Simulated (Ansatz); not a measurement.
# A thicker film of SrTiO3 (001), TiO2 faces from four thinner ones

In a field along its normal an insulating film takes a dipole p. Written as a length, p/(ε₀AE), it should grow by 1 − 1/ε for each ångström added.

How it was computed: Ansatz 0.2.0, plane waves with PAW datasets (its set soft_2), PBEsol; perovskite films relaxed at a bulk in-plane lattice constant near the measured one, then held in weak fields of both signs with a dipole correction (A is the cell's area, E the outer field).

```tsv
run	distance between the outer atoms (Å)	p/(ε₀AE) (Å)
2 units	7.704	8.406
3 units	11.592	11.661
4 units	15.477	14.927
5 units	19.360	18.196
6 units	23.244	?
```

Q: Estimate the withheld value from the rows shown.

A least-squares line through the 4 rows shown has slope 0.8400 and intercept 1.9296; no row lies more than 0.006 Å off it. That slope means ε = 1/(1 − 0.8400) = 6.25. At 23.244 it gives 0.8400 × 23.244 + 1.9296 = 21.455 Å, beyond the rows fitted. Rounding and scatter of the rows alone allow about ±0.010 Å there.

The run itself gives 21.467 Å: a miss of +0.012 Å, or 0.1 % of the value. The length is met to within 1 %, though ε is more sensitive than the length: the two thickest films give ε = 6.34.

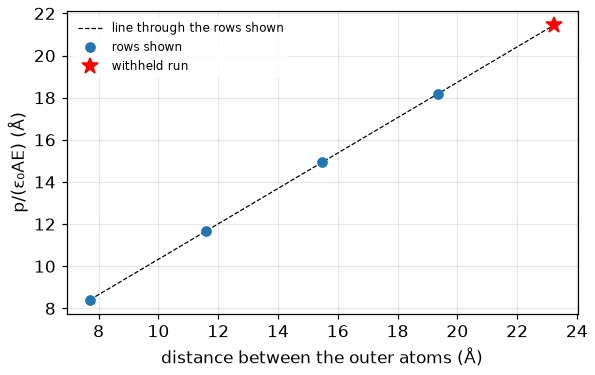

The fit and the withheld run.

**Limits.** This is the electronic response alone. A unit is one step of the cut along the normal (a plane, a pair of planes or a cell), and the layers relax along it, away from their bulk spacing where the functional's lattice constant differs from the one held.

[Logs are printed without paths, hosts, clocks, repeated set-up lines and the standing remarks that a program may print on its own settings, such as how far it seeks lower states.]
